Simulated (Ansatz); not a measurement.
**Run report: Al, single-point calculation**

Al (I4mm, 8 atoms in the cell), computed with DFT r2SCAN, scalar-relativistic, plane waves, PAW, no spin polarisation (Ansatz 0.2.0).

The structure derives from a Materials Project entry. It belongs to a series of runs on one base structure; here: atom 1 (Al) moved +0.360 A along Cartesian [1 0 0]. Figures and captions count atoms from 1; the log counts them from 0 in places.

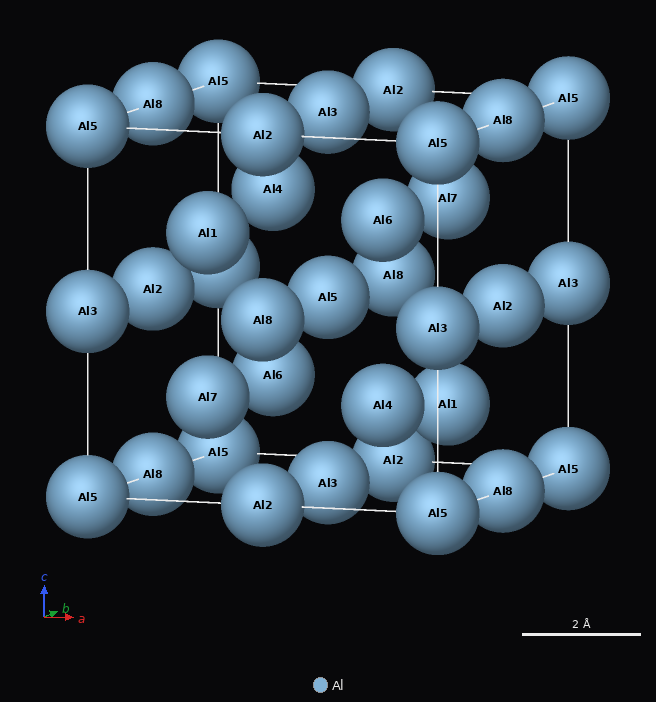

**Figure 1.** The structure (spheres-only view of the cell 2 times as large as that of the calculation, set on its symmetry axes, seen at an oblique angle; atoms are numbered from 1 in the order of the input). An atom can appear more than once, as a periodic image.

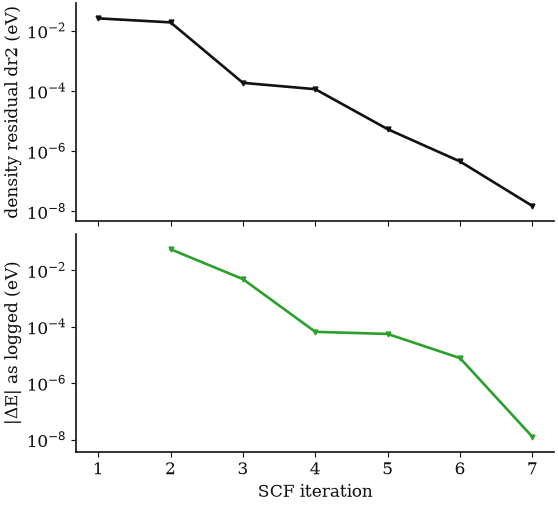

**Figure 2.** Convergence of the self-consistent field: density residual dr2 and size of the energy change against the SCF iteration. The residual falls at every step.

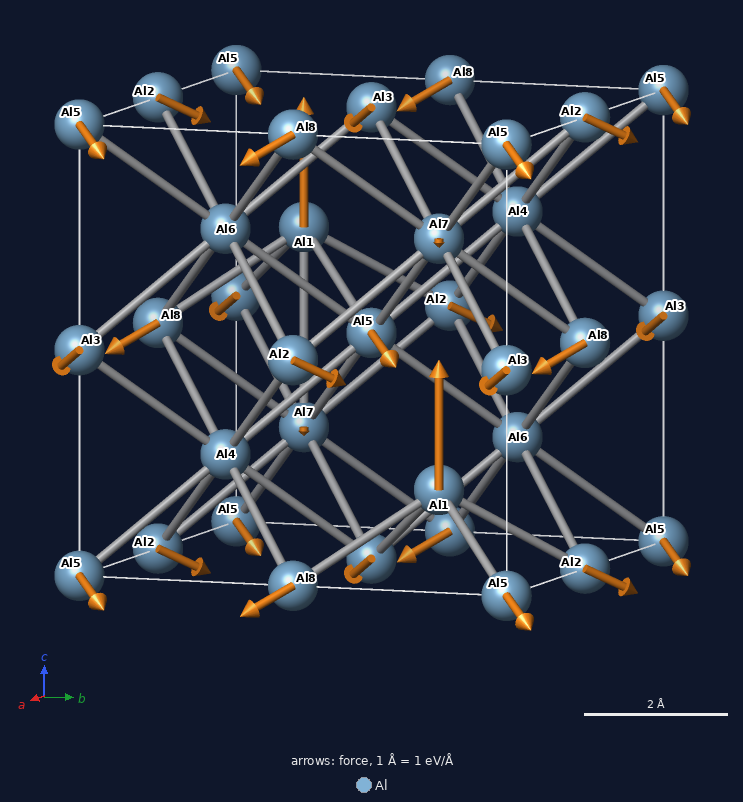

**Figure 3.** Forces on the atoms as orange arrows (ball-and-stick view of the cell 2 times as large as that of the calculation, set on its symmetry axes, seen slightly off an axis; atoms are numbered from 1 in the order of the input); the smallest are left out. The largest act on Al1 (1.84 eV/Å); Al2, Al3, Al5, Al8 (0.91 eV/Å). The geometry is not a stationary point of this energy.

The input and output of the run follow.

## The input
```yaml
crystal:
  lattice:
    - [3.1887371512, 3.1887371512, -3.1887371512]
    - [-3.1887371512, -3.1887371512, -3.1887371512]
    - [-3.1887371512, 3.1887371512, 3.1887371512]
  atoms:
    - { symbol: Al, position: [0.0, 0.443551321, -0.056448679] }
    - { symbol: Al, position: [0.5, 0.5, 0.0] }
    - { symbol: Al, position: [0.0, 0.5, 0.5] }
    - { symbol: Al, position: [0.5, 0.5, 0.5] }
    - { symbol: Al, position: [0.0, 0.0, 0.0] }
    - { symbol: Al, position: [0.5, 0.0, 0.0] }
    - { symbol: Al, position: [0.0, 0.0, 0.5] }
    - { symbol: Al, position: [0.5, 0.0, 0.5] }
basis:
  ecutwfc: 500
kpoints:
  mp_grid: { grid: [14, 14, 14] }
hamiltonian:
  xc: r2scan
scf:
  occupations: { method: gaussian, width: 0.15 }
output:
  forces: true
  stress: true
  eigenvalues: true
```

Launched with:
```bash
ansatz run input.yaml --threads 1 --pin off --max-ram 2560MiB --backend cpu --events-out ev --progress --plain --runs-dir out
```

## Log
```
Engine: ansatz 0.2.0, aarch64-unknown-linux-gnu
Pseudopotentials: kind: paw
Pseudopotential: Al, paw, valence charge 3, recommended cutoff 500 eV (meta_gga), Al.paw.azcp
Functional definition: r2SCAN
  parameter k0 = 0.174
  parameter k1 = 0.065
  parameter a1 = 4.9479
  exchange = r2scan_x(k0 = k0, k1 = k1, a1 = a1)
  correlation = r2scan_c
Crystal: 8 atoms, lattice volume = 129.693 Å³
Basis set: ecut = 500 eV, 3319 PW (Γ), exchange–correlation on 180×180×180 points (64 copies of the dense FFT grid, shifted against one another)
Bands: 20, of which v1, the nominal top of the filled ones, is band 12 counted from 1 (11 counted from 0)
Symmetry: 8 space group operations
Space group: I4mm (ITA 107), of the structure as read, at distance tolerance 5.1e-5 Å
k-points: 244 of 2744 (time reversal used)
Non-local potential: Al, projectors of the file, l = 0: 2, l = 1: 2, l = 2: 1
PAW form: soft (Blöchl's): semilocal exchange-correlation on the pseudo side does not see the compensation charge
PAW frozen core: Al, regenerated for the run's functional (the file was generated under x = pbe(κ = 0.804, μ = 0.2195149727645171), c = pbe(β = 0.06672455060314922))
PAW one-centre angular grid: Al, 302 points (default); XC on 160 Gauss nodes
Initial density: superposition of atomic densities (neutral atoms: chi_scale 0, normalization atom), corrected by the library's trained network
Initial wavefunctions: pseudopotential atomic-orbital guess
Functional: x = r2scan, c = r2scan; τ floored in thin density (d = 2e-4 eV/Å³)
SCF iter   1: F=—  HF=-4322.020491 eV  |F-HF|=—  |Δ(HF+E_count)|=         —  Δρ=4.13e-3  dr2=2.57e-2  dr2_τ=3.59e-2  ethr=1.77e-3  ⟨swp⟩=7.5  Hψ=30093  notcnv=0  defer=4
preconditioner: auto → Kerker (q_TF=auto, 2.060 Å⁻¹)  [metal: Δε(μ)=0.002 eV  Ē_g=7.213 eV  σ=0.150 eV  W_gap=0.01  n_scr=18 (ndim 8)  ℏωp=16.0 eV  f_vac=0.000  D(μ)=3.16/eV (n_scr^D=18)]
SCF iter   2: F=—  HF=-4322.075963 eV  |F-HF|=—  |Δ(HF+E_count)|=   5.55e-2  Δρ=3.57e-3  dr2=1.89e-2  dr2_τ=4.25e-5  ethr=1.07e-4  ⟨swp⟩=2.0  Hψ=9771  notcnv=0  defer=9
SCF iter   3: F=—  HF=-4322.071127 eV  |F-HF|=—  |Δ(HF+E_count)|=   4.84e-3  Δρ=4.08e-4  dr2=1.85e-4  dr2_τ=1.18e-5  ethr=7.89e-5  ⟨swp⟩=1.0  Hψ=4419  notcnv=0  defer=9
SCF iter   4: F=—  HF=-4322.071192 eV  |F-HF|=—  |Δ(HF+E_count)|=   6.55e-5  Δρ=2.79e-4  dr2=1.14e-4  dr2_τ=1.90e-6  ethr=7.71e-7  ⟨swp⟩=2.0  Hψ=7234  notcnv=0  defer=9
SCF iter   5: F=—  HF=-4322.071137 eV  |F-HF|=—  |Δ(HF+E_count)|=   5.51e-5  Δρ=6.52e-5  dr2=5.35e-6  dr2_τ=9.54e-9  ethr=4.77e-7  ⟨swp⟩=2.0  Hψ=7365  notcnv=0  defer=9
SCF iter   6: F=—  HF=-4322.071145 eV  |F-HF|=—  |Δ(HF+E_count)|=   7.66e-6  Δρ=1.88e-5  dr2=4.52e-7  dr2_τ=7.59e-10  ethr=2.23e-8  ⟨swp⟩=1.0  Hψ=4419  notcnv=0  defer=9
SCF iter   7: F=-4322.071145 eV  HF=-4322.071145 eV  |F-HF|=9.49e-10  |Δ(HF+E_count)|=   1.24e-8  Δρ=3.37e-6  dr2=1.50e-8  dr2_τ=1.58e-11  ethr=4.17e-10  ⟨swp⟩=8.0  Hψ=19330  notcnv=0
SCF 1 converged in 7 iterations: F = -4322.071145 eV  dr2 = 1.50e-8
  greatest PAW one-centre occupation: 0.458 electrons in one spin orbital (limit 2), on the Al atom at site 0 (counted from 0), in its partial waves of l = 0
SCF converged after 7 iterations
Free energy (F): -4322.071145 eV
Harris-Foulkes:  -4322.071145 eV  (|F-HF|=9.49e-10)
Internal energy: -4322.035790 eV  (E = F + TS)
E sigma→0 (E₀):  -4322.053467 eV
Entropy (-TS):   -0.035355 eV (-4.419 meV/atom)
Fermi energy:    8.152847 eV
--- Per-component energies (eV) ---
  E_band       = 81.503306
  E_kinetic    = 186.188013
  E_local      = 81.320517  (includes V_loc(G=0)·N_el)
  E_nonlocal   = 78.304668
  E_hartree    = 1.714872
  E_xc         = -294.422146
  E_vxc        = -250.358259  (∫ρ·V_xc dr)
  E_paw        = -3784.916458  (= ΣΔE_a)
  E_vpaw       = -27.359676  (= ΣTr[D̂ρ^β])
  E_aug_tail   = -0.000006  (compensation charges beyond the density's cutoff)
  E_vtau       = 9.978286  (kinetic-family band-sum trace: ∫τ·v_τ [+ j·A + Jᵃ·Aᵃ] dr)
  E_ewald      = -589.744386
  E_core_change = -0.480864  (= ΣΔE_core)
  E_smearing   = -0.035355  (= −TS)
  E_closure    = 0.000000  (closes the sum)
  Σ components = -4322.071145   (vs F -4322.071145, Δ=0.00e0)
--- Forces (eV/Å), atoms counted from 1 ---
  atom   1  Al    -1.84375319    -0.00000000     0.00000000
  atom   2  Al     0.39702393     0.58282955    -0.58282955
  atom   3  Al     0.39702393    -0.58282955    -0.58282955
  atom   4  Al     0.06261265     0.00000000     0.00000000
  atom   5  Al     0.39702393     0.58282955     0.58282955
  atom   6  Al     0.06261265     0.00000000     0.00000000
  atom   7  Al     0.13043297    -0.00000000    -0.00000000
  atom   8  Al     0.39702393    -0.58282955     0.58282955
  max |Σ_I F_I| component: 8.10e-7 eV/Å
--- Stress (GPa, compression-positive) ---
        0.589826      -0.000000       0.000000
       -0.000000       1.561556       0.000000
        0.000000       0.000000       1.561556
  P = ⅓ Tr σ = 1.2376 GPa (12.376 kbar)
--- Band table (eV; the first three rows and the last of 244) ---
  k-point 0: bands = ["-3.8476", "3.0179", "3.2297", "3.2297", "3.3498", "3.3920", "3.3920", "4.1209", "4.1386", "4.1576", "4.2312", "4.2312", "4.5087", "10.1778", "10.1778", "10.2737", "11.0802", "11.0822", "14.7296", "16.3423"]
  k-point 1: bands = ["-3.8084", "2.5189", "2.9601", "2.9681", "3.2146", "3.2500", "3.3957", "4.1707", "4.3278", "4.3558", "4.5918", "4.6245", "5.0572", "9.5660", "9.8391", "10.2119", "11.3922", "11.8102", "14.8886", "15.7554"]
  k-point 2: bands = ["-3.6909", "1.6718", "2.5726", "2.6024", "2.9144", "2.9174", "3.5149", "4.2767", "4.8731", "4.8742", "5.1836", "5.2310", "6.1094", "8.6861", "9.1678", "10.3139", "11.8470", "12.9112", "14.7492", "14.7764"]
  k-point 243: bands = ["-0.5339", "-0.0168", "-0.0168", "-0.0069", "-0.0018", "0.4923", "6.7365", "6.7365", "6.9484", "7.0147", "7.1998", "7.1998", "8.9873", "9.0667", "13.0018", "13.0018", "13.5106", "13.5106", "13.5536", "13.5625"]
```

## Key numbers

| quantity | value |
| --- | --- |
| outcome | converged |
| space group (tolerance 0.01 Å) | I4mm (107) |
| electrons treated | 24 |
| free energy | −4322.0711 eV |
| Fermi energy | 8.153 eV |
| gap on the k-point mesh | none (metallic) |
| pressure | 1.24 GPa |
| largest force (length of the vector) | 1.844 eV/Å |
| hardware | 1 thread of Arm Neoverse V1, 24 GiB of memory available, shared host |
| wall time | 97 s |
| peak memory | 1.1 GiB |
